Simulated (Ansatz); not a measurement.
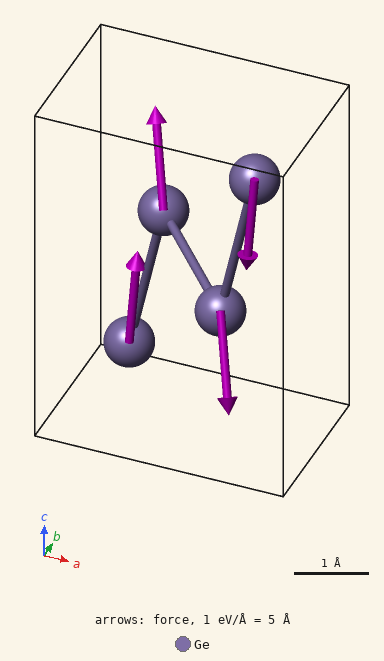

Starting geometry of a crystal of Ge (a generated structure, set up in Cmce) (coarse preliminary run) with the computed forces as purple arrows. A ball-and-stick model of the cell of the calculation, seen from a free direction.

Case: Ga → Ge on all its sites, cell and atoms relaxed.

Computed with Ansatz, DFT PBE, scalar-relativistic, plane waves, PAW. Set-up: plane-wave cutoff 420 eV; k-point mesh 6 × 6 × 4; occupations gaussian; smearing width 0.1 eV; no spin polarisation; cell and atoms relaxed; force threshold 0.05 eV/Å; at most 60 steps.

Q: What follows when this structure is relaxed?

A: It isn't relaxed: the largest force vector, on Ge atoms, is 0.29 eV/Å. The final displacements follow the starting forces only in part (cosine between the two patterns 0.84). The energy falls by 0.515 eV per cell of the calculation in 7 accepted moves (9 points after the start). Largest force component: 0.28 eV/Å at the start, 0.032 eV/Å at the end. The pressure goes from 9.70 to 0.25 GPa. The line search rejected the trial step at point 6 of the run. At 1 point the geometry stayed and the basis and grid were re-selected for the new cell (energy shift of 14.9 meV per cell of the calculation at most each time). The largest moves relative to the cell, 0.15 Å, are those of Ge atoms. Cell: a = b 4.446 → 4.928 Å (+10.8 %), c 4.539 → 4.042 Å (−10.9 %), γ 118.9° → 118.7°. Volume +9.5 %. Among the contacts that change: Ge–Ge 2.781 → 3.165 Å, Ge–Ge 2.508 → 2.728 Å, Ge–Ge 2.685 → 2.629 Å, Ge–Ge 2.725 → 2.732 Å. Bond angles that change, for instance: Ge–Ge–Ge 112.2° → 133.5°, Ge–Ge–Ge 115.4° → 100.5°, Ge–Ge–Ge 61.9° → 72.3°. The space group stays Cmce (No. 64). The run took 29 s on 1 thread of Intel(R) Xeon(R) 6975P-C (Granite Rapids), on a shared host, peak memory 0.46 GiB.
